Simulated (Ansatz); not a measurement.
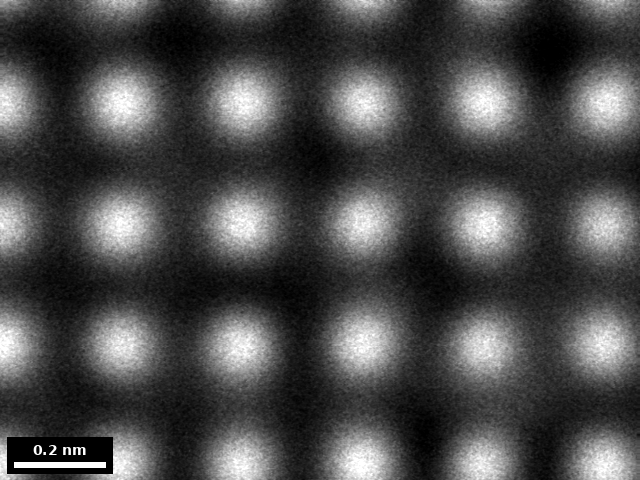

An image along [001] of one of the structures below (computed or model cells, partly hypothetical, each in its standard cell). The image is simulated as a sum over atoms of Z^1.6, blurred by a 1.23 Å probe (no channelling). The probe carries 15 % of its weight in a tail 2.5 times as wide. Shot noise, a slight drift and the speckle of an amorphous layer were added.

A. Ge
Space group Im-3m (No. 229). a = 3.402 Å, b = 3.402 Å, c = 3.402 Å, α = 90.00°, β = 90.00°, γ = 90.00°
| atom | site | symmetry | x | y | z |
| --- | --- | --- | --- | --- | --- |
| Ge | 2a | m-3m | 0.0000 | 0.0000 | 0.0000 |

B. Ge
Space group P6_3/mmc (No. 194). a = 3.044 Å, b = 3.044 Å, c = 9.980 Å, α = 90.00°, β = 90.00°, γ = 120.00°
| atom | site | symmetry | x | y | z |
| --- | --- | --- | --- | --- | --- |
| Ge | 2a | -3m. | 0.0000 | 0.0000 | 0.0000 |
| Ge | 2c | -6m2 | 0.3333 | 0.6667 | 0.2500 |

C. Ge
Space group Pm-3m (No. 221). a = 2.647 Å, b = 2.647 Å, c = 2.647 Å, α = 90.00°, β = 90.00°, γ = 90.00°
```json
{"atom": "Ge", "site": "1a", "symmetry": "m-3m", "x": "0.0000", "y": "0.0000", "z": "0.0000"}
```

D. Rh
Space group Fm-3m (No. 225). a = 3.902 Å, b = 3.902 Å, c = 3.902 Å, α = 90.00°, β = 90.00°, γ = 90.00°
| atom | site | symmetry | x | y | z |
| --- | --- | --- | --- | --- | --- |
| Rh | 4a | m-3m | 0.0000 | 0.0000 | 0.0000 |

### Which structure was imaged?

C, Ge. Along [001] the projected cells are A 2.41 × 2.41 Å, 90°; B 3.04 × 3.04 Å, 120°; C 2.65 × 2.65 Å, 90°; D 1.95 × 1.95 Å, 90°. The image repeats as C does.

Structure C: the input geometry of an electronic-structure calculation (not necessarily at equilibrium); the starting structure was generated, so it need not be a known form of this composition.
